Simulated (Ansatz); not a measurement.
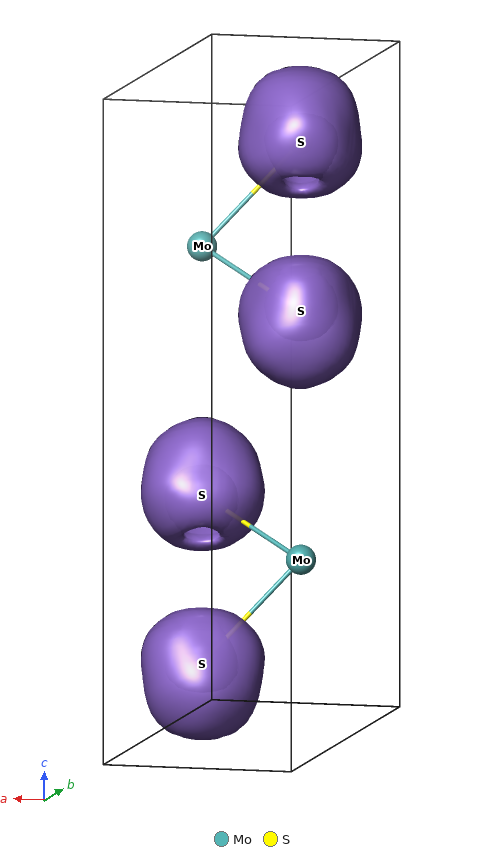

MoS₂. Isosurface of the ELF at 0.75 (purple), seen at an oblique angle. Core shells and regions of very low density are left out. Sticks mark near contacts.

Space group P6₃/mmc.

Level of theory: Ansatz 0.2.0, Kohn-Sham DFT of a periodic cell, PBE with D3(BJ), Ansatz PAW.

In a PAW calculation such maps are meaningful between the atoms, not at the nuclei.

```
Mo S
1.0
     3.14773    0.00000    0.00000
    -1.57387    2.72601    0.00000
     0.00000    0.00000   12.24129
Mo S
2 4
Direct
  0.66667 0.33333 0.75000
  0.33333 0.66667 0.25000
  0.66667 0.33333 0.37700
  0.33333 0.66667 0.87700
  0.66667 0.33333 0.12300
  0.33333 0.66667 0.62300
```

### What do the ELF domains correspond to?

The ELF exceeds this value in four regions wrapped around S (the valence shell of each), counted in one cell of 6 atoms. Regions shared between cells count once. Along the contacts the grid gives the following. Mo–S (2.39 Å): the ELF peaks at about 0.85 in the valence shell of S, 0.8 Å from its nucleus, and is about 0.45 at the midpoint.

### Metal or insulator at this level of theory?

It is gapped, with a Kohn–Sham gap of 0.91 eV on the k-point mesh, an upper bound to the gap of this method.
